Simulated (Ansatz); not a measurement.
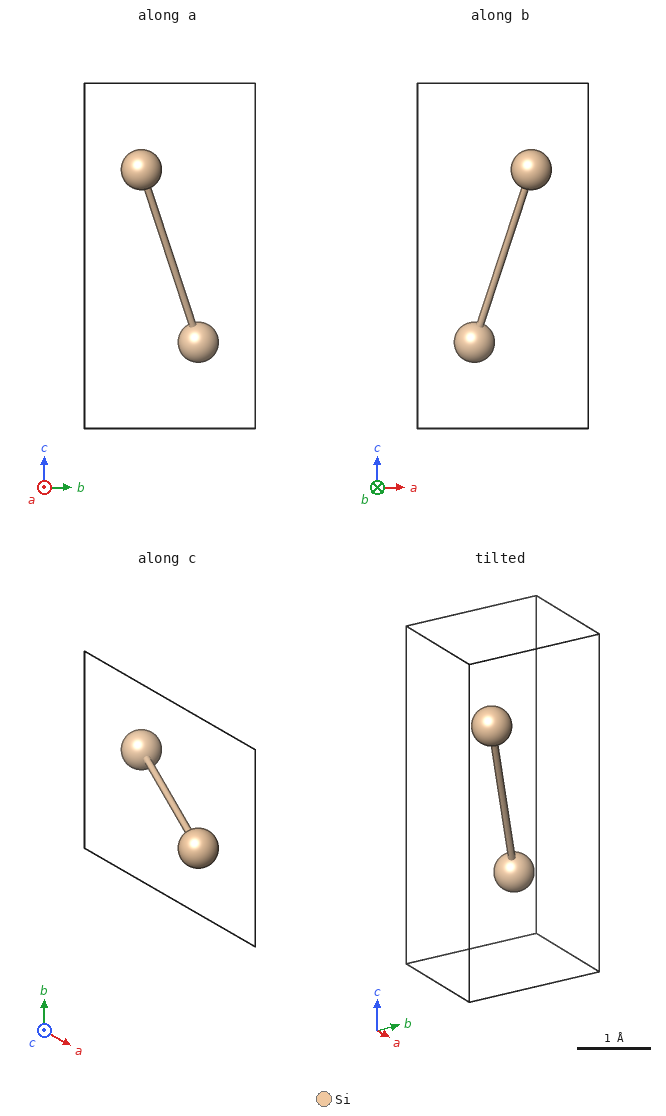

View along the a axis, along the b axis, along the c axis and slightly off an axis, drawn as a ball-and-stick model. One conventional unit cell is framed, with atoms on its boundary repeated.

Lattice parameters: a = 2.7263 Å, b = 2.7263 Å, c = 4.7752 Å, α = 90.000°, β = 90.000°, γ = 120.000°.

From the views, write a CIF with its space group and independent sites.

Answer.
```cif
data_structure
_symmetry_space_group_name_H-M 'P 63/m m c'
_symmetry_Int_Tables_number 194
_cell_length_a 2.7263
_cell_length_b 2.7263
_cell_length_c 4.7752
_cell_angle_alpha 90.000
_cell_angle_beta 90.000
_cell_angle_gamma 120.000
_cell_volume 30.74
loop_
_atom_site_label
_atom_site_type_symbol
_atom_site_symmetry_multiplicity
_atom_site_Wyckoff_symbol
_atom_site_fract_x
_atom_site_fract_y
_atom_site_fract_z
_atom_site_occupancy
Si1 Si 2 c 0.3333 0.6667 0.2500 1
```

Starting structure: a structure type filled with this element by a generator (whether the element takes this form wasn't checked). Earlier steps of the study may have refined or changed the cell and positions. It was run through Ansatz as a DFT input.

At this level of theory the cell isn't at rest (stretched, at -8 GPa), so its distances can differ from those at equilibrium, the more so the softer the solid.
